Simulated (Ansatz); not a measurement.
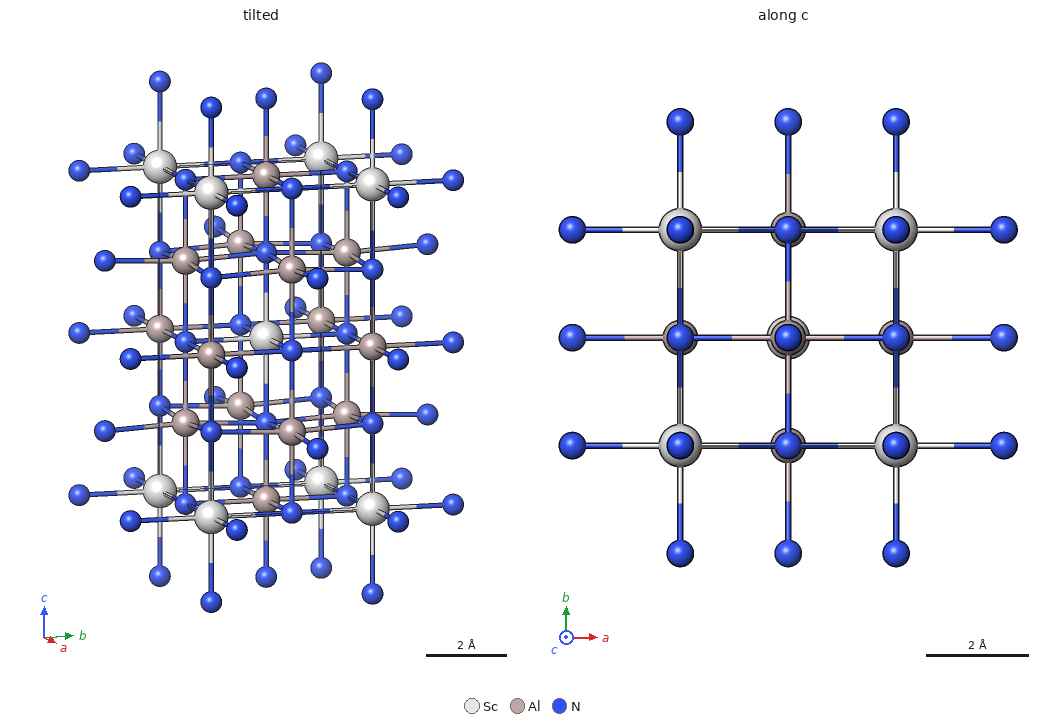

Ball-and-stick drawing of the structure, looking slightly off an axis and along the c axis. The frame is the conventional unit cell; atoms at its boundary are shown with their periodic copies. Some neighbours outside the box are added. Cell: a = 4.25 Å, b = 4.25 Å, c = 8.26 Å, α = 90.00°, β = 90.00°, γ = 90.00°.

The structure comes from a structure type filled with these elements by a generator (whether the compound takes this form wasn't checked). Earlier steps of the study may have refined or changed the cell and positions. It was run through Ansatz as a DFT input.

Question: Caption:

Answer: The structure is one of ScAl3N4. It belongs to space group I4/mmm (No. 139) and has a body-centred tetragonal lattice. With Z = 2, the cell contains 2 Sc, 6 Al, 8 N. Around each Sc lie six N in an octahedral arrangement at about 2.1 Å. Al sits among six N in a distorted octahedral arrangement at about 2.0 to 2.1 Å. N takes two kinds of site: 4e with five Al and one Sc in a distorted octahedral arrangement (about 2.0 to 2.1 Å to Al, 2.2 Å to Sc); 4c with four Al and two Sc in an octahedral arrangement (about 2.1 Å to Al, 2.1 Å to Sc). The bonds build a three-dimensional framework.

Level of theory and settings: Ansatz, DFT PBE, scalar-relativistic, plane waves, PAW, a plane-wave cutoff of 420 eV, k-points about 0.21 Å⁻¹ apart, Gaussian smearing of 0.02 eV, no spin polarisation.

Question: What is the electronic character?

Answer: A semiconductor at this level, with a gap of 1.96 eV, direct.

Question: Give the Bader charge of each element.

Answer: Sc +1.85 e; Al +2.45 e; N -2.36 to -2.24 e.

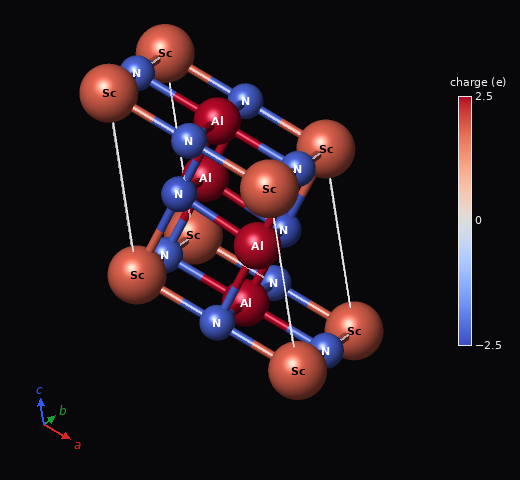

The atoms coloured by those charges. The run's cell of 8 atoms is drawn in a reduced setting, so axes and origin can differ from the first picture.

Question: Is this the optimised geometry for these settings?

Answer: Yes. All forces vanish to within 0.01 eV/Å. The pressure is 0.0 GPa, close to zero.
